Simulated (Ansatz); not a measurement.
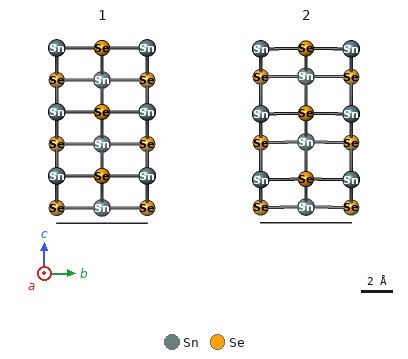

Two geometries of a slab of composition SnSe (cut from the Fm-3m phase), drawn at one scale. One is the start of a relaxation, the other its converged end. A ball-and-stick model of the cell of the calculation, outlined in the plane, without the vacuum, seen along the a axis.

Method: DFT PBEsol, scalar-relativistic, plane waves, PAW (Ansatz 0.2.0). (plane-wave cutoff 420 eV; k-point mesh 6 × 5 × 1; occupations gaussian; smearing width 0.05 eV; no spin polarisation; dipole correction; atoms relaxed in a fixed cell; force threshold 0.02 eV/Å; at most 60 steps)

Which one is relaxed?

Answer. Structure 2 is the relaxed one. Case: (1 1 0) slab, atoms relaxed. The slab is the (1 1 0) face of SnSe. The largest moves relative to the layer's centre, 0.24 Å, are those of Sn atoms. By element the largest moves are Sn 0.24 Å, Se 0.21 Å. The lattice vectors keep their values. Some distances before and after: Se–Sn 2.973 → 3.221 Å, Se–Sn 2.973 → 2.790 Å, Se–Sn 2.973 → 2.823 Å. Among the angles between lasting bonds that change: Sn–Se–Sn 90.0° → 81.5°, Se–Sn–Se 90.0° → 81.5°, Se–Sn–Se 90.0° → 81.7°. The energy falls by 0.568 eV per cell of the calculation in 4 geometry steps. The largest force component goes from 0.93 to 0.0063 eV/Å. The run took 8.7 min on 1 thread of Intel(R) Xeon(R) Platinum 8259CL CPU @ 2.50GHz (Skylake/Cascade Lake), on a shared host, peak memory 1.2 GiB.
